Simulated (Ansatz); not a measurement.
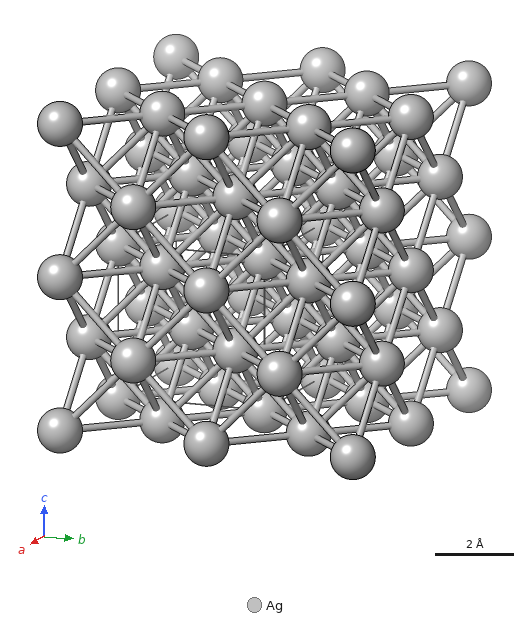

The input geometry (ball-and-stick view of the cell 4 times as large as that of the calculation, set on its symmetry axes, repeated 2 × 2 × 2, seen slightly off an axis). An atom can appear more than once, as a periodic image. Near neighbours in the periodic cell (some may lie outside the picture): Ag has 12 Ag at 2.89 Å.

## Single-point calculation of Ag

System: Ag (Fm-3m, 1 atom in the cell).
Method: DFT PBE, scalar-relativistic, plane waves, PAW, no spin polarisation (Ansatz 0.2.0).

Input:
```yaml
crystal:
  lattice:
    - [0.0, 2.0450007074, 2.0450007074]
    - [2.0450007074, 0.0, 2.0450007074]
    - [2.0450007074, 2.0450007074, 0.0]
  atoms:
    - { symbol: Ag, position: [0.0, 0.0, 0.0] }
basis:
  ecutwfc: 420
  ecutrho_ratio: 4
kpoints:
  mp_grid: { grid: [14, 14, 14] }
hamiltonian:
  xc: pbe
scf:
  occupations: { method: gaussian, width: 0.05 }
output:
  forces: true
  stress: true
  eigenvalues: true
```

Run on 4 threads of Arm Neoverse V1, 112 GiB of memory available, shared host.

Launched with:
```bash
ansatz run input.yaml --threads 4 --pin off --max-ram 9216MiB --backend cpu --events-out ev --progress --plain --runs-dir out
```

Log:
```
Engine: ansatz 0.2.0, aarch64-unknown-linux-gnu
Pseudopotentials: kind: paw
Pseudopotential: Ag, paw, valence charge 19, recommended cutoff 420 eV (normal), Ag.paw.azcp
Functional definition: PBE
  parameter kappa = 0.804
  parameter beta = 0.06672455060314922
  exchange = pbe_x(kappa = kappa, mu = beta*pi^2/3)
  correlation = pbe_c(beta = beta)
Crystal: 1 atoms, lattice volume = 17.105 Å³
Basis set: ecut = 420 eV, 331 PW (Γ), exchange–correlation on 40×40×40 points (8 copies of the dense FFT grid, shifted against one another)
Bands: 14, of which v1, the nominal top of the filled ones, is band 10 counted from 1 (9 counted from 0)
Symmetry: 48 space group operations
Space group: Fm-3m (ITA 225), of the structure as read, at distance tolerance 2.6e-5 Å
k-points: 104 of 2744
Non-local potential: Ag, projectors of the file, l = 0: 3, l = 1: 2, l = 2: 2, l = 3: 1
PAW form: soft (Blöchl's): semilocal exchange-correlation on the pseudo side does not see the compensation charge
PAW one-centre angular grid: Ag, 590 points (default); XC on 64 Gauss nodes
Initial density: superposition of atomic densities (neutral atoms: chi_scale 0, normalization atom), corrected by the library's trained network
Initial wavefunctions: pseudopotential atomic-orbital guess
Functional: x = pbe(κ = 0.804, μ = 0.2195149727645171), c = pbe(β = 0.06672455060314922)
SCF iter   1: F=—  HF=-7590.543501 eV  |F-HF|=—  |Δ(HF+E_count)|=         —  Δρ=8.53e-4  dr2=2.46e-5  ethr=1.77e-3  ⟨swp⟩=4.6  Hψ=7398  notcnv=0
preconditioner: auto → none  [insulator: Δε(μ)=0.095 eV  Ē_g=16.218 eV  σ=0.050 eV  W_gap=0.81  n_scr=8 (ndim 8)  ℏωp=29.8 eV  f_vac=0.000  D(μ)=0.29/eV (n_scr^D=0)  ε∞_Penn≈4.4]
SCF iter   2: F=—  HF=-7590.543703 eV  |F-HF|=—  |Δ(HF+E_count)|=   2.02e-4  Δρ=4.31e-4  dr2=5.31e-6  ethr=1.29e-7  ⟨swp⟩=2.1  Hψ=3298  notcnv=0
SCF iter   3: F=—  HF=-7590.543736 eV  |F-HF|=—  |Δ(HF+E_count)|=   3.27e-5  Δρ=1.55e-4  dr2=1.50e-6  ethr=2.79e-8  ⟨swp⟩=2.0  Hψ=1991  notcnv=0
iter 4 did not close the SCF: its close was put off for the readings that it lacked (scf_convergence_deferred on its scf_iter line)
SCF iter   4: F=-7590.543739 eV  HF=-7590.543739 eV  |F-HF|=2.89e-8  |Δ(HF+E_count)|=   3.04e-6  Δρ=1.78e-5  dr2=4.44e-8  ethr=7.87e-9  ⟨swp⟩=2.0  Hψ=1991  notcnv=0
iter 5 did not close the SCF: its close was put off for the readings that it lacked (scf_convergence_deferred on its scf_iter line)
SCF iter   5: F=-7590.543739 eV  HF=-7590.543739 eV  |F-HF|=9.00e-10  |Δ(HF+E_count)|=   7.05e-9  Δρ=3.48e-6  dr2=3.36e-10  ethr=2.34e-10  ⟨swp⟩=2.4  Hψ=2110  notcnv=0
SCF iter   6: F=-7590.543739 eV  HF=-7590.543739 eV  |F-HF|=9.09e-12  |Δ(HF+E_count)|=  9.06e-10  Δρ=3.01e-7  dr2=3.35e-12  ethr=1.77e-12  ⟨swp⟩=1.9  Hψ=4429  notcnv=0
SCF 1 converged in 6 iterations: F = -7590.543739 eV  dr2 = 3.35e-12
  greatest PAW one-centre occupation: 1.000 electrons in one spin orbital (limit 2), on the Ag atom at site 0 (counted from 0), in its partial waves of l = 0
```

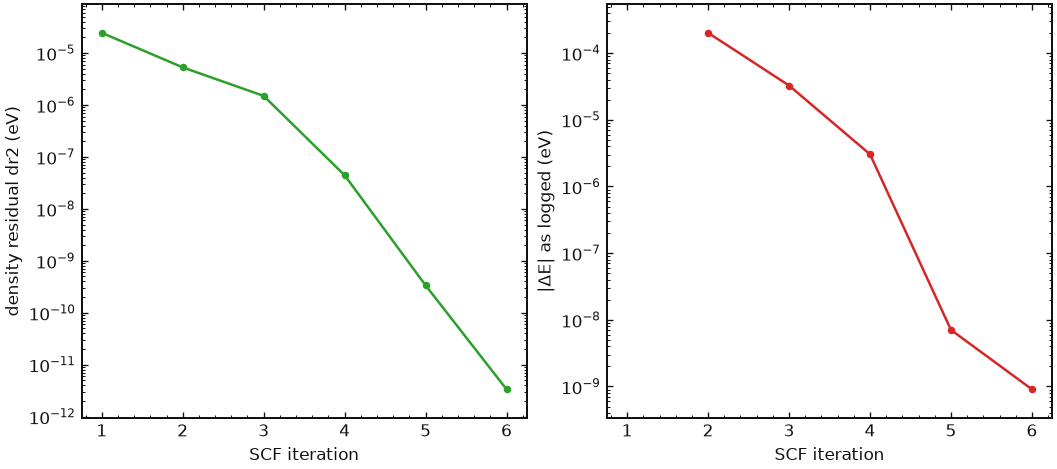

Convergence of the self-consistent field: density residual dr2 and size of the energy change against the SCF iteration. The residual falls at every step.

```
SCF converged after 6 iterations
Free energy (F): -7590.543739 eV
Harris-Foulkes:  -7590.543739 eV  (|F-HF|=9.09e-12)
Internal energy: -7590.543380 eV  (E = F + TS)
E sigma→0 (E₀):  -7590.543560 eV
Entropy (-TS):   -0.000359 eV (-0.359 meV/atom)
Fermi energy:    17.244468 eV
--- Per-component energies (eV) ---
  E_band       = -235.283511
  E_kinetic    = 527.494472
  E_local      = -2198.515603  (includes V_loc(G=0)·N_el)
  E_nonlocal   = 79.870351
  E_hartree    = 1001.157173
  E_xc         = -185.059075
  E_vxc        = -235.166678  (∫ρ·V_xc dr)
  E_paw        = -3901.878315  (= ΣΔE_a)
  E_vpaw       = -411.280812  (= ΣTr[D̂ρ^β])
  E_aug_tail   = 0.000329  (compensation charges beyond the density's cutoff)
  E_ewald      = -2913.612712
  E_smearing   = -0.000359  (= −TS)
  E_closure    = 0.000000  (closes the sum)
  Σ components = -7590.543739   (vs F -7590.543739, Δ=0.00e0)
--- Forces (eV/Å), atoms counted from 1 ---
  atom   1  Ag    -0.00000000    -0.00000000     0.00000000
  max |Σ_I F_I| component: 9.45e-32 eV/Å
--- Stress (GPa, compression-positive) ---
        4.206548      -0.000000       0.000000
       -0.000000       4.206548       0.000000
       -0.000000      -0.000000       4.206548
  P = ⅓ Tr σ = 4.2065 GPa (42.065 kbar)
--- Band table (eV; the first three rows and the last of 104) ---
  k-point 0: bands = ["-74.6678", "-38.0598", "-38.0598", "-38.0598", "9.5346", "12.5157", "12.5157", "12.5157", "13.5487", "13.5487", "33.1727", "36.7355", "36.7355", "36.7355"]
  k-point 1: bands = ["-74.6670", "-38.0679", "-38.0610", "-38.0610", "9.6936", "12.4796", "12.5593", "12.5593", "13.5324", "13.5324", "33.1920", "35.5088", "36.8055", "36.8055"]
  k-point 2: bands = ["-74.6646", "-38.0904", "-38.0644", "-38.0644", "10.1385", "12.4156", "12.6598", "12.6598", "13.5138", "13.5138", "32.2858", "34.1585", "36.9528", "36.9528"]
  k-point 103: bands = ["-74.6453", "-38.1782", "-38.1578", "-38.1229", "11.5789", "11.9250", "12.5988", "13.6078", "14.5515", "22.3650", "24.1225", "24.2313", "25.5686", "38.6339"]
```

Results in brief:

```json
{"quantity": "outcome", "value": "converged"}
{"quantity": "space group (tolerance 0.01 Å)", "value": "Fm-3m (225)"}
{"quantity": "electrons treated", "value": "19"}
{"quantity": "free energy", "value": "−7590.5437 eV"}
{"quantity": "Fermi energy", "value": "17.244 eV"}
{"quantity": "gap on the k-point mesh", "value": "none (metallic)"}
{"quantity": "pressure", "value": "4.21 GPa"}
{"quantity": "largest force (length of the vector)", "value": "under 0.001 eV/Å"}
{"quantity": "wall time", "value": "0.53 s (CPU time 1.5 s)"}
{"quantity": "peak memory", "value": "0.27 GiB"}
```
